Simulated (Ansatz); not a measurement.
# Single-point calculation of Al

Al (Fm-3m, 2 atoms in the cell), computed with DFT, PBE, PAW with Ansatz's default frozen-core files, scalar-relativistic, no spin polarisation (Ansatz 0.2.0).

It belongs to a series of runs on one base structure; here: bulk in the slab's orientation, PAW files. Figures and captions count atoms from 1; the log counts them from 0 in places.

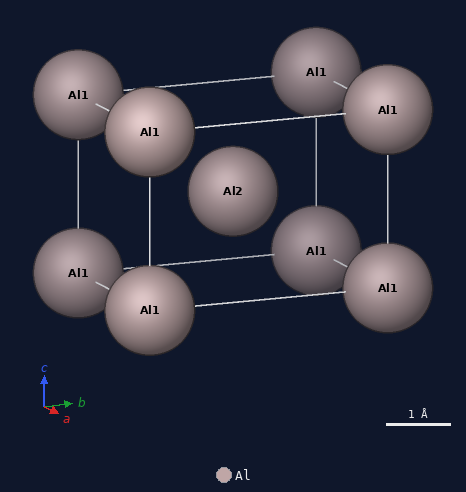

The structure as given in the input (spheres-only view of the cell of the calculation, seen slightly off an axis; atoms are numbered from 1 in the order of the input).

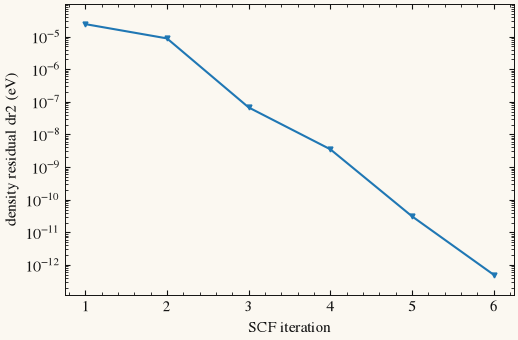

Convergence of the self-consistent field: density residual dr2 against the SCF iteration. The residual falls at every step.

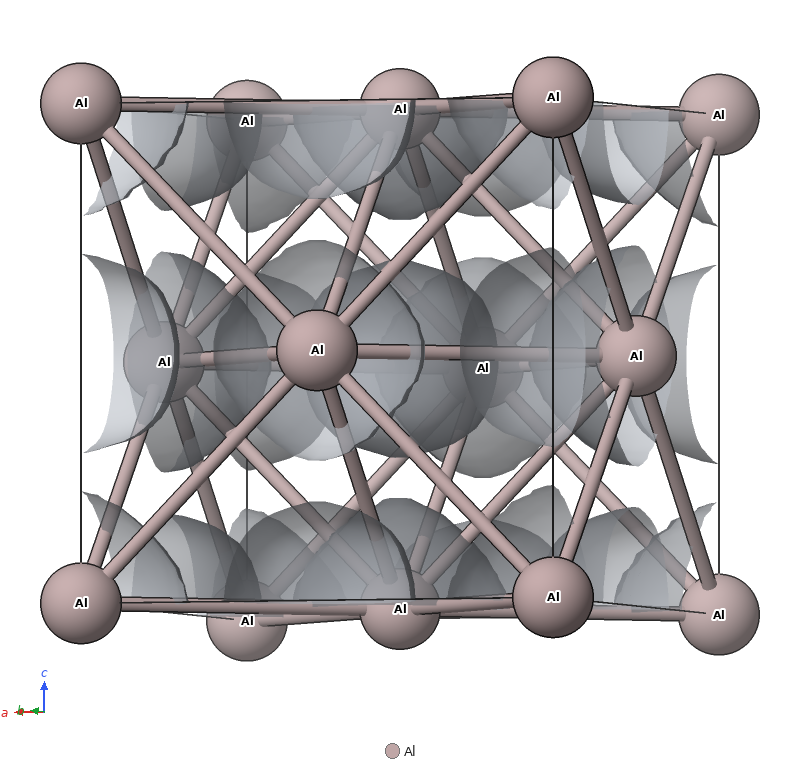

Isosurface of the electron localisation function at 0.45 (grey), seen at an oblique angle. Core shells and regions of very low density are left out. Sticks mark near contacts. The outline is the cell set on symmetry axes. Profiles from the grid: Al–Al (2.86 Å): the ELF is about 0.60 at the midpoint (nearly free electrons, as in a simple metal). In a PAW calculation such maps are meaningful between the atoms, not at the nuclei.

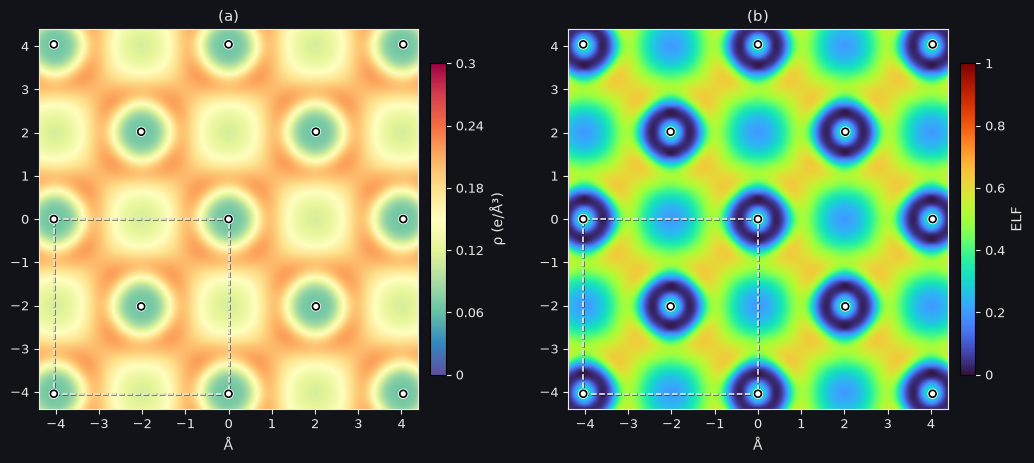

(a) valence electron density; (b) electron localisation function on the (010) plane of the conventional cell. Circles mark the nuclei in the plane (Al). The section cuts through Al sites. Al–Al (2.86 Å): the density is about 0.2 e/Å³ at the midpoint; the ELF peaks at about 0.65 between the atoms. Away from the nuclei the density in this plane falls to 0.11 e/Å³ at its lowest.

The input that produced these results follows, with the program's output.

The input
```yaml
crystal:
  lattice:
    - [-2.020547281, 2.020547281, 0.0]
    - [0.0, 0.0, 4.041094562]
    - [2.020547281, 2.020547281, 0.0]
  atoms:
    - { symbol: Al, position: [0.0, 0.0, 0.0] }
    - { symbol: Al, position: [0.5, 0.5, 0.5] }
kpoints:
  mp_grid: { grid: [13, 9, 13] }
scf:
  occupations: { method: fermi_dirac, width: 0.08 }
hamiltonian:
  xc: pbe
  pseudopotentials: { kind: paw }
output:
  forces: true
  stress: true
  eigenvalues: true
  write_density: true
  write_potential: true
  elf: true
  volumetric_format: npy
```

Launch command:
```bash
ansatz run input.yaml --threads 1 --pin off --max-ram 3584MiB --backend cpu --events-out ev --progress --plain --runs-dir out
```

Output
```
Engine: ansatz 0.2.0, aarch64-unknown-linux-gnu
Pseudopotentials: kind: paw
Pseudopotential: Al, paw, valence charge 3, recommended cutoff 420 eV (normal), Al.paw.azcp
Functional definition: PBE
  parameter kappa = 0.804
  parameter beta = 0.06672455060314922
  exchange = pbe_x(kappa = kappa, mu = beta*pi^2/3)
  correlation = pbe_c(beta = beta)
Crystal: 2 atoms, lattice volume = 32.996 Å³
Basis set: ecut = 420 eV, 657 PW (Γ), exchange–correlation on 40×60×40 points (8 copies of the dense FFT grid, shifted against one another)
Bands: 7, of which v1, the nominal top of the filled ones, is band 3 counted from 1 (2 counted from 0)
Symmetry: 32 space group operations
Space group: Fm-3m (ITA 225), of the structure as read, at distance tolerance 3.2e-5 Å
k-points: 140 of 1521
Non-local potential: Al, projectors of the file, l = 0: 2, l = 1: 2, l = 2: 1
PAW form: soft (Blöchl's): semilocal exchange-correlation on the pseudo side does not see the compensation charge
PAW one-centre angular grid: Al, 110 points (default); XC on 64 Gauss nodes
Initial density: superposition of atomic densities (neutral atoms: chi_scale 0, normalization atom), corrected by the library's trained network
Initial wavefunctions: pseudopotential atomic-orbital guess
Functional: x = pbe(κ = 0.804, μ = 0.2195149727645171), c = pbe(β = 0.06672455060314922)
SCF iter   1: F=—  HF=-1075.011866 eV  |F-HF|=—  |Δ(HF+E_count)|=         —  Δρ=4.79e-4  dr2=2.40e-5  ethr=1.77e-3  ⟨swp⟩=5.1  Hψ=7760  notcnv=0
preconditioner: auto → none  [metal: Δε(μ)=0.068 eV  Ē_g=8.981 eV  σ=0.080 eV  W_gap=0.20  n_scr=2 (ndim 8)  ℏωp=15.8 eV  f_vac=0.000  D(μ)=0.77/eV (n_scr^D=2)  sad-step TF]
SCF iter   2: F=—  HF=-1075.012075 eV  |F-HF|=—  |Δ(HF+E_count)|=   2.09e-4  Δρ=2.73e-4  dr2=8.76e-6  ethr=4.01e-7  ⟨swp⟩=1.9  Hψ=2297  notcnv=0
iter 3 did not close the SCF: its close was put off for the readings that it lacked (scf_convergence_deferred on its scf_iter line)
SCF iter   3: F=-1075.012098 eV  HF=-1075.012098 eV  |F-HF|=1.25e-8  |Δ(HF+E_count)|=   2.29e-5  Δρ=1.61e-5  dr2=6.71e-8  ethr=1.46e-7  ⟨swp⟩=2.0  Hψ=1375  notcnv=0
iter 4 did not close the SCF: its close was put off for the readings that it lacked (scf_convergence_deferred on its scf_iter line)
SCF iter   4: F=-1075.012098 eV  HF=-1075.012098 eV  |F-HF|=1.01e-9  |Δ(HF+E_count)|=   7.55e-9  Δρ=4.31e-6  dr2=3.50e-9  ethr=1.12e-9  ⟨swp⟩=2.0  Hψ=1383  notcnv=0
iter 5 did not close the SCF: its close was put off for the readings that it lacked (scf_convergence_deferred on its scf_iter line)
SCF iter   5: F=-1075.012098 eV  HF=-1075.012098 eV  |F-HF|=8.87e-12  |Δ(HF+E_count)|=   1.32e-9  Δρ=3.19e-7  dr2=3.09e-11  ethr=5.83e-11  ⟨swp⟩=2.1  Hψ=1396  notcnv=0
SCF iter   6: F=-1075.012098 eV  HF=-1075.012098 eV  |F-HF|=0.00e0  |Δ(HF+E_count)|=  7.50e-12  Δρ=3.81e-8  dr2=5.00e-13  ethr=1.00e-12  ⟨swp⟩=3.2  Hψ=3386  notcnv=0
SCF 1 converged in 6 iterations: F = -1075.012098 eV  dr2 = 5.00e-13
  greatest PAW one-centre occupation: 0.446 electrons in one spin orbital (limit 2), on the Al atom at site 1 (counted from 0), in its partial waves of l = 0
SCF converged after 6 iterations
Free energy (F): -1075.012098 eV
Harris-Foulkes:  -1075.012098 eV  (|F-HF|=0.00e0)
Internal energy: -1074.995577 eV  (E = F + TS)
E sigma→0 (E₀):  -1075.003837 eV
Entropy (-TS):   -0.016521 eV (-8.260 meV/atom)
Fermi energy:    7.911084 eV
--- Per-component energies (eV) ---
  E_band       = 21.151538
  E_kinetic    = 45.547694
  E_local      = 19.801643  (includes V_loc(G=0)·N_el)
  E_nonlocal   = 20.614014
  E_hartree    = 0.209177
  E_xc         = -79.461806
  E_vxc        = -57.913125  (∫ρ·V_xc dr)
  E_paw        = -934.671008  (= ΣΔE_a)
  E_vpaw       = -7.317038  (= ΣTr[D̂ρ^β])
  E_aug_tail   = -0.000004  (compensation charges beyond the density's cutoff)
  E_ewald      = -147.035286
  E_smearing   = -0.016521  (= −TS)
  E_closure    = 0.000000  (closes the sum)
  Σ components = -1075.012098   (vs F -1075.012098, Δ=0.00e0)
--- Forces (eV/Å), atoms counted from 1 ---
  atom   1  Al    -0.00000000    -0.00000000     0.00000000
  atom   2  Al    -0.00000000    -0.00000000     0.00000000
  max |Σ_I F_I| component: 1.17e-31 eV/Å
--- Stress (GPa, compression-positive) ---
        0.554495       0.000000      -0.000000
       -0.000000       0.554495       0.000000
        0.000000       0.000000      -1.256402
  P = ⅓ Tr σ = -0.0491 GPa (-0.491 kbar)
--- Band table (eV; the first three rows and the last of 140) ---
  k-point 0: bands = ["-3.1824", "5.0269", "6.3411", "13.1691", "13.5439", "13.5439", "16.9992"]
  k-point 1: bands = ["-3.0752", "5.1248", "6.4445", "11.3428", "13.6352", "14.6677", "17.9655"]
  k-point 2: bands = ["-2.7541", "5.4187", "6.7481", "9.2280", "13.9092", "15.3253", "16.8769"]
  k-point 139: bands = ["5.9174", "6.7133", "6.8334", "7.6366", "8.1220", "8.6282", "9.4737"]
```

File rho_z.tsv
```
# z_ang	rho[e/angstrom^3]
# format = ansatz-planar-average/11
# lattice	-2.020547281	2.020547281	0.000000000
# lattice	0.000000000	0.000000000	4.041094562
# lattice	2.020547281	2.020547281	0.000000000
# sites	2
# site	13	0.000000000	0.000000000	0.000000000
# site	13	0.000000000	2.020547281	2.020547281
0.000000	1.728208e-1
0.142874	1.742453e-1
0.285749	1.783778e-1
0.428623	1.842930e-1
0.571497	1.898063e-1
0.714371	1.921125e-1
0.857246	1.898063e-1
1.000120	1.842930e-1
1.142994	1.783778e-1
1.285868	1.742453e-1
1.428743	1.728208e-1
1.571617	1.742453e-1
1.714491	1.783778e-1
1.857365	1.842930e-1
2.000240	1.898063e-1
2.143114	1.921125e-1
2.285988	1.898063e-1
2.428863	1.842930e-1
2.571737	1.783778e-1
2.714611	1.742453e-1
```

File v_z.tsv
```
# z_ang	v_es[eV]	v_tot[eV]
# format = ansatz-planar-average/11
# xc	pbe
# density_cutoff_ev	1680
# datasets	Al=:simpson_from_first_knot:soft
# lattice	-2.020547281	2.020547281	0.000000000
# lattice	0.000000000	0.000000000	4.041094562
# lattice	2.020547281	2.020547281	0.000000000
# sites	2
# site	13	0.000000000	0.000000000	0.000000000
# site	13	0.000000000	2.020547281	2.020547281
0.000000	3.776586e0	-6.587200e0
0.142874	3.697621e0	-6.623178e0
0.285749	3.478774e0	-6.701777e0
0.428623	3.176537e0	-6.776102e0
0.571497	2.881511e0	-6.822385e0
0.714371	2.750066e0	-6.835740e0
0.857246	2.881511e0	-6.822385e0
1.000120	3.176537e0	-6.776102e0
1.142994	3.478774e0	-6.701777e0
1.285868	3.697621e0	-6.623178e0
1.428743	3.776586e0	-6.587200e0
1.571617	3.697621e0	-6.623178e0
1.714491	3.478774e0	-6.701777e0
1.857365	3.176537e0	-6.776102e0
2.000240	2.881511e0	-6.822385e0
2.143114	2.750066e0	-6.835740e0
2.285988	2.881511e0	-6.822385e0
2.428863	3.176537e0	-6.776102e0
2.571737	3.478774e0	-6.701777e0
2.714611	3.697621e0	-6.623178e0
```

Summary

- outcome: converged
- space group (tolerance 0.01 Å): Fm-3m (225)
- electrons treated: 6
- free energy: −1075.0121 eV
- Fermi energy: 7.911 eV
- pressure: −0.05 GPa
- largest force (length of the vector): under 0.001 eV/Å
- hardware: 1 thread of Arm Neoverse V2, 24 GiB of memory available, shared host
- wall time: 2.1 s
- peak memory: 0.3 GiB
